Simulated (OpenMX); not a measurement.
## MnS: 5 runs along one coordinate

System: MnS (2 atoms in the cell).
Method: Kohn-Sham DFT of a periodic cell, PBE, OpenMX 2013 PBE set, spin-polarised (OpenMX 3.8.5).

The 5 runs differ only in the geometry, by an even scaling of the cell at fixed fractional positions. The structure derives from a Materials Project entry.

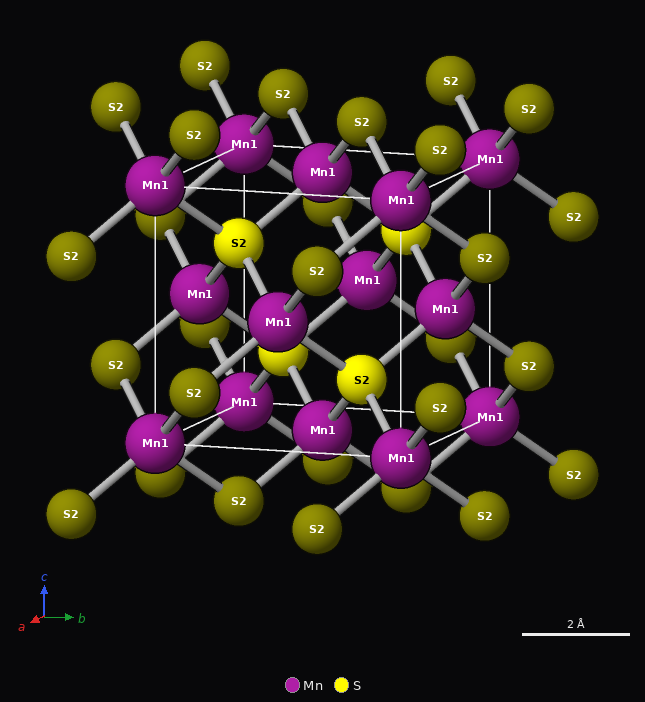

Figure 1. The structure of run 3 (ball-and-stick view of the cell 4 times as large as that of the calculation, set on its symmetry axes, seen slightly off an axis; neighbours outside the cell are drawn fainter; atoms are numbered from 1 in the order of the input).

## Input of run 3
```
System.CurrrentDirectory             ./
System.Name                          MnS
DATA.PATH                            ./DFT_DATA13
level.of.stdout                      1
level.of.fileout                     0
Species.Number                       2
<Definition.of.Atomic.Species
  Mn  Mn6.0-s3p2d2           Mn_PBE13
  S   S7.0-s2p2d1f1          S_PBE13
Definition.of.Atomic.Species>

Atoms.Number                         2
Atoms.SpeciesAndCoordinates.Unit     FRAC
<Atoms.SpeciesAndCoordinates
    1  Mn    0.0000000000    0.0000000000    0.0000000000   9.500  5.500
    2  S     0.7500000000    0.7500000000    0.7500000000   3.000  3.000
Atoms.SpeciesAndCoordinates>

Atoms.UnitVectors.Unit               Ang
<Atoms.UnitVectors
     0.0000000000    2.4568624933    2.4568624933
     2.4568624933    0.0000000000    2.4568624933
     2.4568624933    2.4568624933    0.0000000000
Atoms.UnitVectors>

scf.XcType                           GGA-PBE
scf.SpinPolarization                 on
scf.ElectronicTemperature            580.226
scf.maxIter                          160
scf.EigenvalueSolver                 band
scf.Kgrid                            9 9 9
scf.Mixing.Type                      rmm-diisk
scf.Init.Mixing.Weight               0.01
scf.Min.Mixing.Weight                0.001
scf.Max.Mixing.Weight                0.2
scf.Mixing.History                   40
scf.Mixing.StartPulay                15
scf.criterion                        1.0e-8
MD.Type                              nomd
scf.Ngrid                            35 35 35
scf.energycutoff                     400.0
```

Command:
```bash
openmx MnS.dat -nt 1 > MnS.std
```

Lattice vectors (Å) and fractional positions of run 3:
```
   0.000000    2.456862    2.456862
   2.456862    0.000000    2.456862
   2.456862    2.456862    0.000000
Mn  0.000000  0.000000  0.000000
S   0.750000  0.750000  0.750000
```

Run 2 differs from it as follows:
```diff
-     0.0000000000    2.4568624933    2.4568624933
-     2.4568624933    0.0000000000    2.4568624933
-     2.4568624933    2.4568624933    0.0000000000
+     0.0000000000    2.4400341398    2.4400341398
+     2.4400341398    0.0000000000    2.4400341398
+     2.4400341398    2.4400341398    0.0000000000
```

## Results, with one run withheld

```csv
run,volume per atom (Å³),"free energy per atom, from the lowest run given (meV)"
1,14.225,58.71
2,14.527,?
3,14.830,13.01
4,15.133,0.00
5,16.041,14.91
```

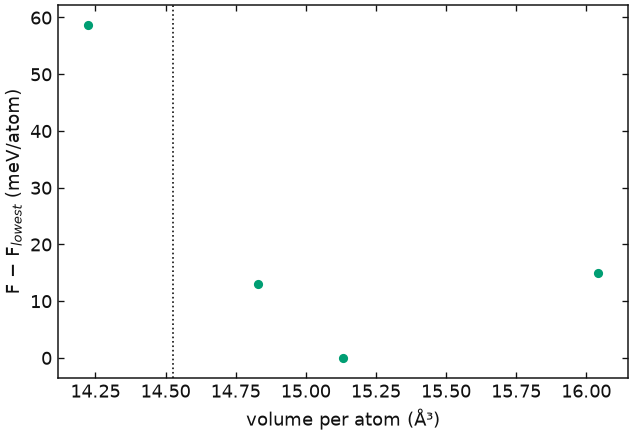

Figure 2. Free energy per atom of the runs given; the dotted line marks run 2.

What should run 2 give?

A quadratic polynomial in V^(−2/3) (the Birch–Murnaghan form), fitted to the 4 runs given, misses them by at most 1.42 meV per atom. With x = V^(−2/3) − 0.16417 Å⁻², it reads F = 3.7783 + 4008.2 x + 8.0369e+05 x² (meV per atom). At run 2 it gives 30.55 meV per atom, and the run itself gives 32.33. The fit has its minimum at 15.383 Å³ per atom, where V d²F/dV² gives 194 GPa: the bulk modulus at this level, since symmetry fixes the shape and the positions. So low a polynomial doesn't follow these energies more closely.

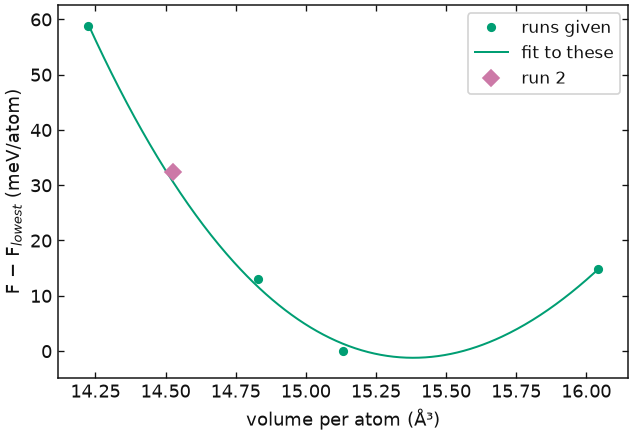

Figure 3. The fit and the withheld run.

## Some lines of the output (run 2)
```
[...]
  Cell_Volume =    196.071382678281 (Bohr^3)
        Total energy (Hartree) at MD = 1
   kloop=0
   kloop=1
   kloop=364
```

Notes: With a small basis of atomic orbitals these values can differ much from converged plane-wave results.
